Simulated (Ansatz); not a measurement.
System: Cr, space group Im-3m (No. 229) (one of a set of cubic test structures, which need not be the stable phase).

Calculation (Ansatz 0.2.0 development build): equation of state of a cubic crystal from periodic Kohn-Sham density functional theory without spin, third-order Birch-Murnaghan fit to the free energies; pressure corrected for the finite basis. Level: HSE06.

```
                setting                   value
         structure type                     bcc
          atoms in cell                       1
     space group number                     229
       lattice centring  body-centred primitive
                 k mesh                   6×6×6
      occupation method             Fermi–Dirac
       occupation width                  0.1 eV
            wave cutoff                  700 eV
               datasets                hard PAW
      density tolerance                    0 eV
                  bands                      11
   density cutoff ratio                       4
search for lower states                 default
   exchange singularity             regularized
```

What does the calculation give for the energy above the lowest point and pressure against volume? The volume takes the values 10.65, 11.00, 11.34, 11.69, 12.04 Å³/atom.

A third-order Birch–Murnaghan fit gives V0 = 11.04 Å³/atom, B0 = 296 GPa and B′ = 4.4. The energy above the lowest point is 13.4 meV/atom at volume 10.65 Å³/atom and 71.4 meV/atom at 12.04 Å³/atom; the lowest computed point is at volume 11.00 Å³/atom (0.0 meV/atom), and no other minimum shows. The pressure falls from 11.5 GPa at volume 10.65 Å³/atom to −21.2 GPa at 12.04 Å³/atom, and changes sign near 11.04 Å³/atom.

| volume (Å³/atom) | energy above the lowest point (meV/atom) | pressure (GPa) |
| --- | --- | --- |
| 10.65 | 13.4 | 11.5 |
| 11.00 | 0.0 | 1.1 |
| 11.34 | 7.3 | −7.6 |
| 11.69 | 32.0 | −15.0 |
| 12.04 | 71.4 | −21.2 |

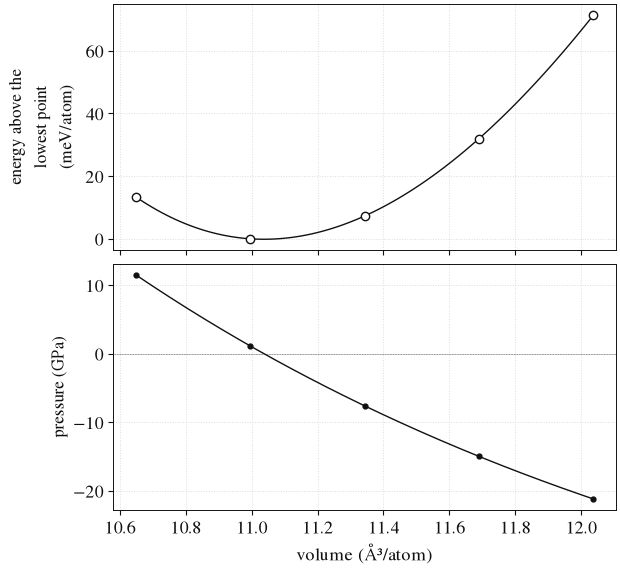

Keep in mind: coarse k-mesh, values are not converged in k; known magnet treated without spin, far from its ground state; pseudopotentials made with PBE, not this functional.
